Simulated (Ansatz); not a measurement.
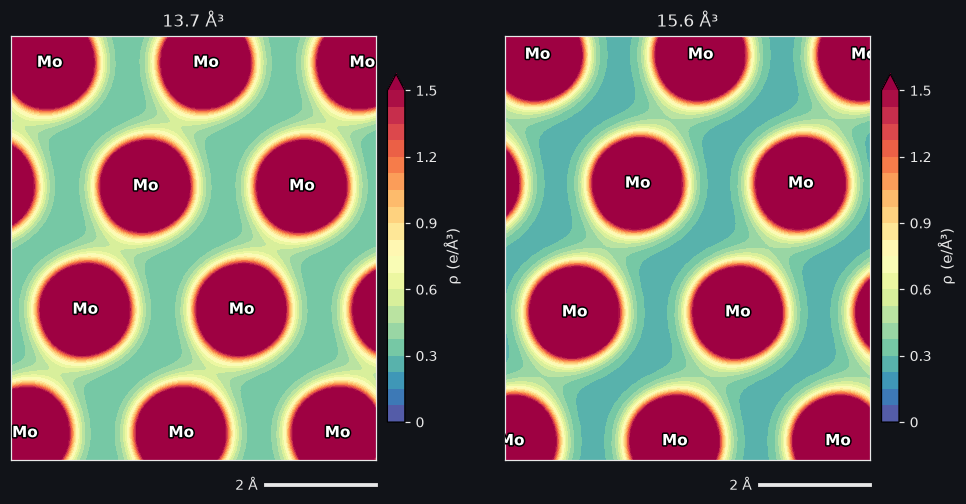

Mo. The valence electron density of cells scaled evenly to different volumes (given per atom above each panel), on the (001) plane of each (indices in the axes of the cell below), at one length scale and on one colour scale.

A generated structure, not necessarily the stable one; computed without spin polarisation.

All numbers below come from Ansatz 0.2.0, DFT, PBEsol, plane waves (420 eV) with PAW, scalar-relativistic.

Core electrons are frozen (PAW), and the valence fields are smoothed inside the atomic spheres.

The largest cell:

```cif
data_structure
_symmetry_space_group_name_H-M 'P 1'
_symmetry_Int_Tables_number 1
_cell_length_a 2.9871
_cell_length_b 2.9871
_cell_length_c 4.6172
_cell_angle_alpha 97.180
_cell_angle_beta 97.180
_cell_angle_gamma 127.871
_cell_volume 31.18
loop_
_atom_site_label
_atom_site_type_symbol
_atom_site_fract_x
_atom_site_fract_y
_atom_site_fract_z
_atom_site_occupancy
Mo1 Mo 0.99995 0.00005 0.00000 1
Mo2 Mo 0.75005 0.24995 0.50000 1
```

| volume (Å³/atom) | Mo–Mo contact in the plane (Å) | ρ at its midpoint (e/Å³) | pressure (GPa) | 
| --- | --- | --- | --- |
| 13.72 | 2.515 | 0.531 | 43.4 | 
| 14.34 | 2.553 | ? | ? | 
| 15.59 | 2.625 | 0.446 | −0.1 | 

Question: Estimate the missing row, and compare with the calculation.

Answer: Over the known rows ln ρ falls by 1.59 per Å of Mo–Mo distance (the line through the two), which gives 0.500 e/Å³ at 2.553 Å; the calculation gives 0.500 e/Å³. For the pressure, a straight line in volume between the neighbouring rows gives 29.0 GPa; the calculation gives 25.9, lower because pressure rises ever faster on compression.
